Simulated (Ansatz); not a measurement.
System: Sr, space group Fm-3m (No. 225) (one of a set of cubic test structures, which need not be the stable phase).

How it was computed, with Ansatz 0.2.0 development build: equation of state of a cubic crystal from periodic Kohn-Sham density functional theory without spin, third-order Birch-Murnaghan fit to the free energies; pressure corrected for the finite basis. Level: PBE.

```
                setting                   value
         structure type                     fcc
          atoms in cell                       1
     space group number                     225
       lattice centring  face-centred primitive
                 k mesh                31×31×31
      occupation method             Fermi–Dirac
       occupation width              0.06123 eV
            wave cutoff                  420 eV
               datasets              soft-1 PAW
      density tolerance                1e-07 eV
                  bands                       9
   density cutoff ratio                       4
search for lower states                 default
```

What does the calculation give for the energy above the lowest point and pressure against volume? The volume takes the values 51.62, 52.71, 53.81, 54.91, 56.01, 57.11, 58.21 Å³/atom.

A third-order Birch–Murnaghan fit gives V0 = 54.88 Å³/atom, B0 = 11.7 GPa and B′ = 3.3. The energy above the lowest point is 7.717 meV/atom at volume 51.62 Å³/atom and 6.734 meV/atom at 58.21 Å³/atom; the lowest computed point is at volume 54.91 Å³/atom (0.000 meV/atom), and no other minimum shows. The pressure falls from 0.79 GPa at volume 51.62 Å³/atom to −0.62 GPa at 58.21 Å³/atom, and changes sign near 54.9 Å³/atom.

| volume (Å³/atom) | energy above the lowest point (meV/atom) | pressure (GPa) |
| --- | --- | --- |
| 51.62 | 7.717 | 0.79 |
| 52.71 | 3.297 | 0.50 |
| 53.81 | 0.780 | 0.24 |
| 54.91 | 0.000 | −0.01 |
| 56.01 | 0.820 | −0.23 |
| 57.11 | 3.103 | −0.43 |
| 58.21 | 6.734 | −0.62 |

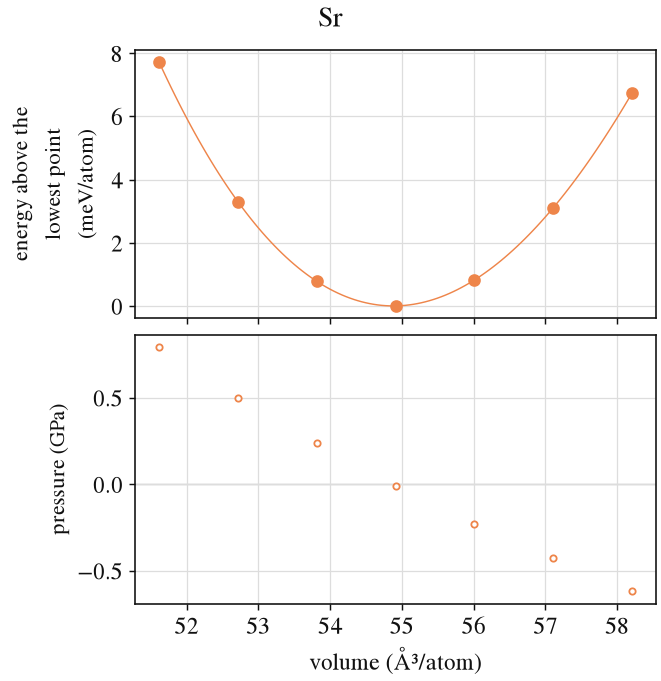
